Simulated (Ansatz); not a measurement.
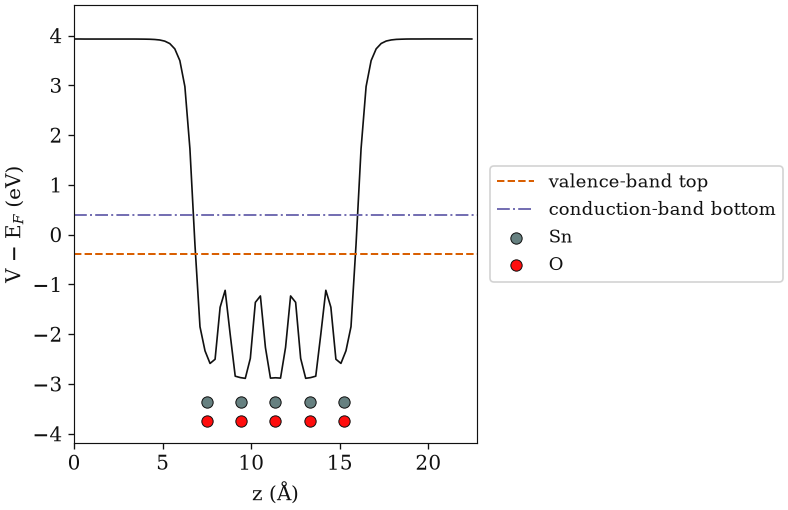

Plane-averaged electrostatic potential energy of an electron across the slab; circles at the bottom mark the heights of the atoms.

System: a (100) slab cut from SnO (P4/nmm), unrelaxed, ended by SnO planes, 10 atoms in the cell.

```cif
data_structure
_symmetry_space_group_name_H-M 'P 1'
_symmetry_Int_Tables_number 1
_cell_length_a 3.8682
_cell_length_b 5.0673
_cell_length_c 22.7363
_cell_angle_alpha 90.000
_cell_angle_beta 90.000
_cell_angle_gamma 90.000
_cell_volume 445.66
loop_
_atom_site_label
_atom_site_type_symbol
_atom_site_fract_x
_atom_site_fract_y
_atom_site_fract_z
_atom_site_occupancy
Sn1 Sn 0.50000 0.77126 0.32987 1
O1 O 0.00000 0.00000 0.32987 1
Sn2 Sn 0.00000 0.22874 0.41493 1
O2 O 0.50000 0.00000 0.41493 1
Sn3 Sn 0.50000 0.77126 0.50000 1
O3 O 0.00000 0.00000 0.50000 1
Sn4 Sn 0.00000 0.22874 0.58507 1
O4 O 0.50000 0.00000 0.58507 1
Sn5 Sn 0.50000 0.77126 0.67013 1
O5 O 0.00000 0.00000 0.67013 1
```

Ansatz; DFT PBE, scalar-relativistic, plane waves, PAW, no spin polarisation, 9×7×1 k mesh, 420 eV cutoff, Gaussian smearing of 0.05 eV.

What are the ionisation potential and the electron affinity of the slab?

From the vacuum level at the right face the ionisation potential is 4.32 eV and the electron affinity 3.54 eV; the left face gives the same. The slab's gap, their difference before rounding, is 0.77 eV. The two vacuum levels agree, so the slab has no net dipole along its normal.

How thick are slab and vacuum?

The outermost atoms are 7.7 Å apart, which leaves 15.0 Å of vacuum in a cell 22.7 Å high.

The atoms aren't at rest in this cell (largest force 1.1 eV/Å), so the relaxed material can differ.
